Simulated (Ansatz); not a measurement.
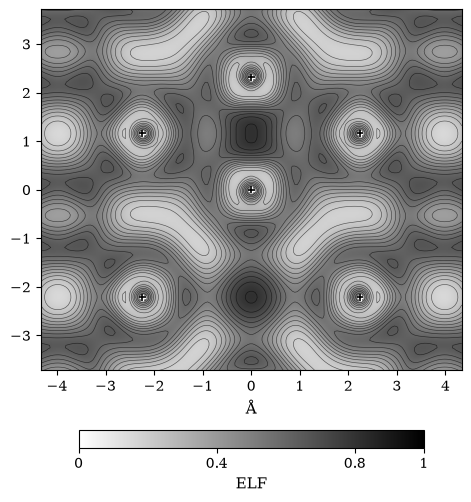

The electron localisation function on a plane through atoms (crosses mark nuclei in the plane).

Computed with DFT PBE, plane waves, PAW (Ansatz).

Candidates:
A. MgO, a = 4.25 Å, b = 4.25 Å, c = 4.25 Å, α = 90.00°, β = 90.00°, γ = 90.00°. Space group Fm-3m.
B. Si, a = 7.97 Å, b = 4.78 Å, c = 4.75 Å, α = 90.00°, β = 90.00°, γ = 90.00°. Space group Cmce.

Question: Which candidate gave the map?

Answer: Candidate B: Si on the (011̄) plane of the conventional cell, which holds Si. Si–Si (2.32 Å): the ELF peaks at about 0.80 between the atoms. Si–Si (2.52 Å): the ELF peaks at about 0.65 between the atoms.
